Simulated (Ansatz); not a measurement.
# What a change does: geometry relaxation on Ti

System: Ti (P6/mmm, 3 atoms in the cell).
Method of run 1: DFT PBE, scalar-relativistic, plane waves, PAW, no spin polarisation (Ansatz 0.2.0).

The structure derives from a Materials Project entry. Text and figures count atoms from 1; the logs count them from 0 in places.

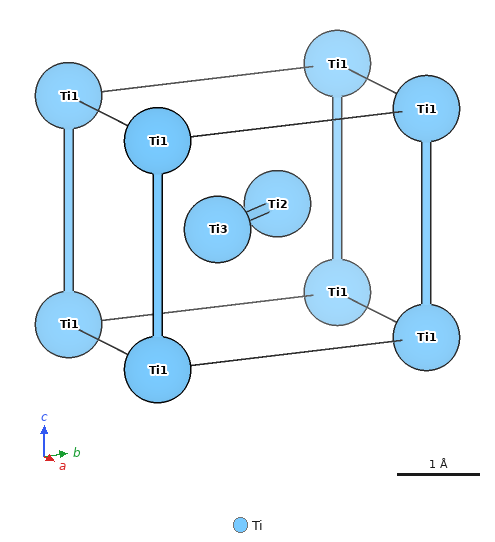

**Figure 1.** The input geometry (ball-and-stick view of the cell of the calculation, seen slightly off an axis; atoms are numbered from 1 in the order of the input).

### Input, run 1
```yaml
crystal:
  lattice:
    - [4.5673748306, 0.0, 0.0]
    - [-2.2836874153, 3.9554626319, 0.0]
    - [0.0, 0.0, 2.82624427]
  atoms:
    - { symbol: Ti, position: [0.0, 0.0, 0.0] }
    - { symbol: Ti, position: [0.33333333, 0.66666667, 0.5] }
    - { symbol: Ti, position: [0.66666667, 0.33333333, 0.5] }
basis:
  ecutwfc: 420
kpoints:
  mp_grid: { grid: [12, 12, 14] }
hamiltonian:
  xc: pbe
scf:
  occupations: { method: gaussian, width: 0.1 }
output:
  forces: true
  stress: true
  eigenvalues: true
relax:
  adjacent_minimum: "off"
  f_tol: 0.005
  max_steps: 80
  cell: { stress_tol: 0.05 }
```

Command:
```bash
ansatz run input.yaml --threads 4 --pin off --max-ram 8192MiB --backend cpu --events-out ev --progress --plain --runs-dir out
```

Hardware: 4 threads of INTEL XEON PLATINUM @ 2.30GHz (Emerald Rapids), 24 GiB of memory available, shared host.

### Output, shortened to warnings, some set-up lines, iterations and results (run 1)
```
Basis set: ecut = 420 eV, 975 PW (Γ), exchange–correlation on 64×64×40 points (8 copies of the dense FFT grid, shifted against one another)
Symmetry: 24 space group operations
k-points: 152 of 2016
Initial density: superposition of atomic densities (neutral atoms: chi_scale 0, normalization atom), corrected by the library's trained network
[...]
SCF iter   1: F=—  HF=-7499.034838 eV  |F-HF|=—  |Δ(HF+E_count)|=         —  Δρ=1.09e-2  dr2=8.27e-2  ethr=1.77e-3  ⟨swp⟩=3.9  Hψ=11147  notcnv=0
SCF iter   2: F=—  HF=-7499.026977 eV  |F-HF|=—  |Δ(HF+E_count)|=   7.86e-3  Δρ=6.88e-3  dr2=3.86e-2  ethr=2.30e-4  ⟨swp⟩=1.0  Hψ=4561  notcnv=0
SCF iter   3: F=—  HF=-7499.022784 eV  |F-HF|=—  |Δ(HF+E_count)|=   4.19e-3  Δρ=8.77e-4  dr2=7.76e-4  ethr=1.07e-4  ⟨swp⟩=2.0  Hψ=4273  notcnv=0
SCF iter   4: F=—  HF=-7499.022752 eV  |F-HF|=—  |Δ(HF+E_count)|=   3.21e-5  Δρ=2.72e-4  dr2=7.67e-5  ethr=2.16e-6  ⟨swp⟩=2.0  Hψ=4173  notcnv=0
SCF iter   5: F=—  HF=-7499.022688 eV  |F-HF|=—  |Δ(HF+E_count)|=   6.46e-5  Δρ=6.71e-5  dr2=2.82e-6  ethr=2.13e-7  ⟨swp⟩=1.7  Hψ=3527  notcnv=0
[... 25 lines ...]
SCF iter   6: F=-7499.023671 eV  HF=-7499.023671 eV  |F-HF|=0.00e0  |Δ(HF+E_count)|=  1.82e-12  Δρ=1.81e-8  dr2=6.07e-14  ethr=1.00e-12  ⟨swp⟩=1.0  Hψ=3344  notcnv=0
SCF iter   7: F=-7499.023671 eV  HF=-7499.023671 eV  |F-HF|=9.09e-13  |Δ(HF+E_count)|=  9.09e-13  Δρ=2.84e-9  dr2=8.59e-15  ethr=1.00e-12  ⟨swp⟩=1.0  Hψ=3344  notcnv=0
SCF iter   8: F=-7499.023671 eV  HF=-7499.023671 eV  |F-HF|=1.82e-12  |Δ(HF+E_count)|=  9.09e-13  Δρ=5.06e-10  dr2=1.34e-16  ethr=1.00e-12  ⟨swp⟩=2.0  Hψ=9347  notcnv=0
SCF 4 converged in 8 iterations: F = -7499.023671 eV  dr2 = 1.34e-16
relax step   4: F+E_penalty+E_count = -7499.02367078 eV  Δ(F+E_penalty+E_count) = -3.686e-5 eV  max|allowed force component| = 1.727e-16 eV/Å  Δτ_max = 0.0000 Å  P = -0.007 …
basis re-selected at this cell: Δ(F+E_penalty+E_count) = -3.686e-5 eV, ΔP = -0.001 GPa vs the last step (what re-selecting the basis moved, of the pressure what is left beyond the Pulay correction that the steps carried, after the strain that the cell walked since its last selection, with what the …
SCF converged after 8 iterations
Free energy (F): -7499.023671 eV
Harris-Foulkes:  -7499.023671 eV  (|F-HF|=1.82e-12)
Internal energy: -7499.010259 eV  (E = F + TS)
E sigma→0 (E₀):  -7499.016965 eV
Entropy (-TS):   -0.013412 eV (-4.471 meV/atom)
Fermi energy:    13.464176 eV
--- Per-component energies (eV) ---
  E_band       = -466.329091
  E_kinetic    = 817.946588
  E_local      = -2426.922528  (includes V_loc(G=0)·N_el)
  E_nonlocal   = 24.467127
  E_hartree    = 998.724312
  E_xc         = -292.673176
  E_vxc        = -366.186785  (∫ρ·V_xc dr)
  E_paw        = -3143.018855  (= ΣΔE_a)
  E_vpaw       = -513.082486  (= ΣTr[D̂ρ^β])
  E_aug_tail   = 0.000368  (compensation charges beyond the density's cutoff)
  E_ewald      = -3477.534095
  E_smearing   = -0.013412  (= −TS)
  E_closure    = -0.000000  (closes the sum)
  Σ components = -7499.023671   (vs F -7499.023671, Δ=0.00e0)
--- Forces (eV/Å), atoms counted from 1 ---
  atom   1  Ti     0.00000000     0.00000000     0.00000000
  atom   2  Ti    -0.00000000     0.00000000     0.00000000
  atom   3  Ti    -0.00000000    -0.00000000     0.00000000
  max |Σ_I F_I| component: 7.40e-17 eV/Å
--- Stress (GPa, compression-positive) ---
        0.009116       0.000000       0.000000
        0.000000       0.009116       0.000000
        0.000000       0.000000      -0.038061
  P = ⅓ Tr σ = -0.0066 GPa (-0.066 kbar)
--- Relaxed structure (3 steps of the walk, 3 accepted, 1 SCFs on fresh bases) ---
  F+E_penalty+E_count = -7499.02367078 eV   max|allowed force component| = 1.727e-16 eV/Å   (the final SCF, on the basis selected at the relaxed cell)
  cell:  # Å, volume = 51.4391 Å³
    - [4.579536300854858, 0.0, 0.0]
    - [-2.289768150427429, 3.965994774093323, 0.0]
    - [0.0, 0.0, 2.8321726478758515]
  atoms:
    - { symbol: Ti, position: [1.4864607609524464e-35, -5.410042666490659e-36, 0.0] }
    - { symbol: Ti, position: [0.3333333333333333, 0.6666666666666666, 0.49999999999999994] }
[...]
```

The input of run 2 differs as follows (lines with − go, lines with + come):
```diff
+  max_iter: 75
+magnetization:
+  spin_polarized: true
+  initial_magnetization: 40
```

How does run 2 compare with run 1?

The energy is the same within 0.01 meV per atom. With spin allowed, the absolute moment of the cell comes to 0.00 μB. The SCF takes 43 iterations over all geometry steps against 27. On the same kind of shared host run 2 took about 5.1 times as long. The two runs start from different initial densities, which also moves the count.

### Output, shortened to warnings, some set-up lines, iterations and results (run 2)
```
Warning: where an SCF of this run starts from atoms to list the orders of its open shells, Ti (sites 0, 1, 2, from 0) starts with 2.00 μB on its 3d shell, in the place of the 13.33 μB that the deck gives it: its open shells can hold no more by Hund's first rule. To start from spheres of the given moment, type scf.initial_density.shell_occupations: []
WARN: the starting moments were not kept: the SCF closed with an absolute magnetisation of 2.9e-6 μB, where they sum to 40 μB in size (3 sites). That is at most 0.1 of that sum. Measured as dr2_m measures the in/out step, that magnetisation stands 7.5e-13 eV from none, at or under the dr2_threshold of 1.0e-7 eV: it is no larger than a step whose dr2_m would equal this threshold. The system may …
Basis set: ecut = 420 eV, 975 PW (Γ), exchange–correlation on 64×64×40 points (8 copies of the dense FFT grid, shifted against one another)
Symmetry: 24 space group operations
k-points: 152 of 2016
Initial density: superposition of atomic densities (chi_scale 0.1, normalization cell)
[...]
SCF iter   1: F=—  HF=-7497.078806 eV  |F-HF|=—  |Δ(HF+E_count)|=         —  Δρ=8.39e-2 (↑8.39e-2 ↓3.84e-2)  dr2=1.63e0  dr2_m=1.65e0  M=3.492 μB ∫|m|=3.492 μB  β_m=0.30  …
SCF iter   2: F=—  HF=-7497.178461 eV  |F-HF|=—  |Δ(HF+E_count)|=   9.97e-2  Δρ=6.04e-2 (↑6.04e-2 ↓3.37e-2)  dr2=6.85e-1  dr2_m=9.83e-1  M=3.157 μB ∫|m|=3.157 μB  β_m=0.65  …
SCF iter   3: F=—  HF=-7498.512263 eV  |F-HF|=—  |Δ(HF+E_count)|=    1.33e0  Δρ=2.06e-2 (↑2.06e-2 ↓1.68e-2)  dr2=6.00e-2  dr2_m=1.55e-1  M=1.611 μB ∫|m|=1.612 μB  β_m=0.76  …
SCF iter   4: F=—  HF=-7499.046504 eV  |F-HF|=—  |Δ(HF+E_count)|=         —  Δρ=2.22e-2 (↑2.22e-2 ↓1.76e-2)  dr2=5.25e-1  dr2_m=1.24e-1  M=0.234 μB ∫|m|=0.324 μB  β_m=0.76  …
SCF iter   5: F=—  HF=-7499.176136 eV  |F-HF|=—  |Δ(HF+E_count)|=   1.30e-1  Δρ=2.82e-2 (↑2.82e-2 ↓2.72e-2)  dr2=2.93e0  dr2_m=1.57e-2  M=0.130 μB ∫|m|=0.226 μB  β_m=0.40  …
[... 41 lines ...]
SCF iter   4: F=—  HF=-7499.023671 eV  |F-HF|=—  |Δ(HF+E_count)|=   6.04e-8  Δρ=1.93e-7 (↑1.85e-7 ↓1.93e-7)  dr2=3.43e-11  dr2_m=8.47e-12  M=-0.000 μB ∫|m|=0.000 μB  β_m=0.78 …
SCF iter   5: F=—  HF=-7499.023671 eV  |F-HF|=—  |Δ(HF+E_count)|=  2.56e-10  Δρ=1.42e-7 (↑4.22e-8 ↓1.42e-7)  dr2=1.92e-11  dr2_m=2.34e-12  M=-0.000 μB ∫|m|=0.000 μB  β_m=0.71 …
SCF iter   6: F=-7499.023671 eV  HF=-7499.023671 eV  |F-HF|=2.73e-12  |Δ(HF+E_count)|=  3.09e-11  Δρ=4.58e-8 (↑4.58e-8 ↓3.05e-8)  dr2=2.03e-12  dr2_m=2.35e-13  M=-0.000 μB …
SCF 4 converged in 6 iterations: F = -7499.023671 eV  dr2 = 2.03e-12
relax step   4: F+E_penalty+E_count = -7499.02367078 eV  Δ(F+E_penalty+E_count) = -3.687e-5 eV  max|allowed force component| = 2.961e-16 eV/Å  Δτ_max = 0.0000 Å  P = -0.007 …
basis re-selected at this cell: Δ(F+E_penalty+E_count) = -3.687e-5 eV, ΔP = -0.001 GPa vs the last step (what re-selecting the basis moved, of the pressure what is left beyond the Pulay correction that the steps carried, after the strain that the cell walked since its last selection, with what the …
SCF converged after 6 iterations
Magnetization: -0.0000 μB (18.0000 up, 18.0000 down)
Absolute magnetization: 0.0000 μB (∫|ρ↑−ρ↓|, with the PAW one-centre terms)
Spin contamination: 0.0000 ħ² per cell (⟨S²⟩ above its minimum at these occupations)
Per-site moments (μB) at R_I (Å): [(2.457383223839583e-6, 1.1682711017629064), (-1.524023549742205e-6, 1.0906483618304268), (-1.5240235496169745e-6, 1.0906483618304268)]
Free energy (F): -7499.023671 eV
Harris-Foulkes:  -7499.023671 eV  (|F-HF|=2.73e-12)
Internal energy: -7499.010259 eV  (E = F + TS)
E sigma→0 (E₀):  -7499.016965 eV
Entropy (-TS):   -0.013412 eV (-4.471 meV/atom)
Fermi energy:    13.464184 eV
--- Per-component energies (eV) ---
  E_band       = -466.328787
  E_kinetic    = 817.946619
  E_local      = -2426.921722  (includes V_loc(G=0)·N_el)
  E_nonlocal   = 24.467120
  E_hartree    = 998.724033
  E_xc         = -292.673190
  E_vxc        = -366.186803  (∫ρ·V_xc dr)
  E_paw        = -3143.018854  (= ΣΔE_a)
  E_vpaw       = -513.082491  (= ΣTr[D̂ρ^β])
  E_aug_tail   = 0.000368  (compensation charges beyond the density's cutoff)
  E_ewald      = -3477.534633
  E_smearing   = -0.013412  (= −TS)
  E_closure    = 0.000000  (closes the sum)
  Σ components = -7499.023671   (vs F -7499.023671, Δ=0.00e0)
--- Forces (eV/Å), atoms counted from 1 ---
  atom   1  Ti     0.00000000     0.00000000     0.00000000
  atom   2  Ti     0.00000000     0.00000000     0.00000000
  atom   3  Ti    -0.00000000    -0.00000000    -0.00000000
  max |Σ_I F_I| component: 1.04e-30 eV/Å
--- Stress (GPa, compression-positive) ---
        0.009172       0.000000      -0.000000
        0.000000       0.009172       0.000000
       -0.000000       0.000000      -0.038017
  P = ⅓ Tr σ = -0.0066 GPa (-0.066 kbar)
--- Relaxed structure (3 steps of the walk, 3 accepted, 1 SCFs on fresh bases) ---
  F+E_penalty+E_count = -7499.02367078 eV   max|allowed force component| = 2.961e-16 eV/Å   (the final SCF, on the basis selected at the relaxed cell)
  cell:  # Å, volume = 51.4391 Å³
[...]
```

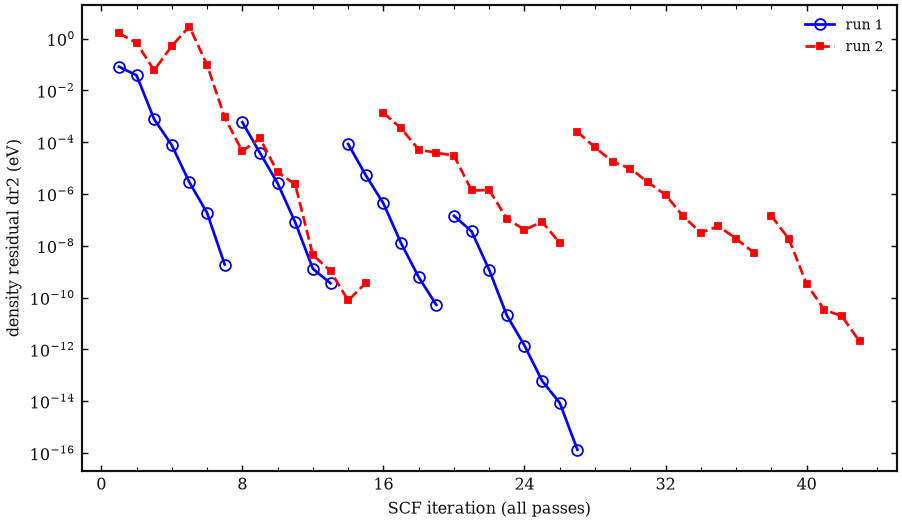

**Figure 2.** Convergence of the two runs: density residual dr2 against the SCF iteration. A break in a curve parts two SCF passes. Run 1 takes 27 iterations in all, and run 2 takes 43.

### The two runs side by side

| quantity | run 1 | run 2 |
| --- | --- | --- |
| outcome | converged | converged |
| free energy per atom (eV) | −2499.6746 | −2499.6746 |
| energy per atom, smearing taken to zero (eV) | −2499.6723 | −2499.6723 |
| gap on the mesh (eV) | 0.00 | 0.00 |
| pressure (GPa) | −0.01 | −0.01 |
| largest force (eV/Å) | 0.000 | 0.000 |
| SCF iterations | 27 | 43 |
| irreducible k-points | 152 | 152 |
| net moment of the cell (μB) | – | 0.00 |
| absolute moment of the cell (μB) | – | 0.00 |
| wall time (shared host) | 6.2 s | 32 s |

For run 2: The input was spoiled on purpose: an impossible spin (`magnetization`). It did no harm here: the run converged to the energy of the sound run within 1 meV per atom. Warnings: some starting moments were not kept.
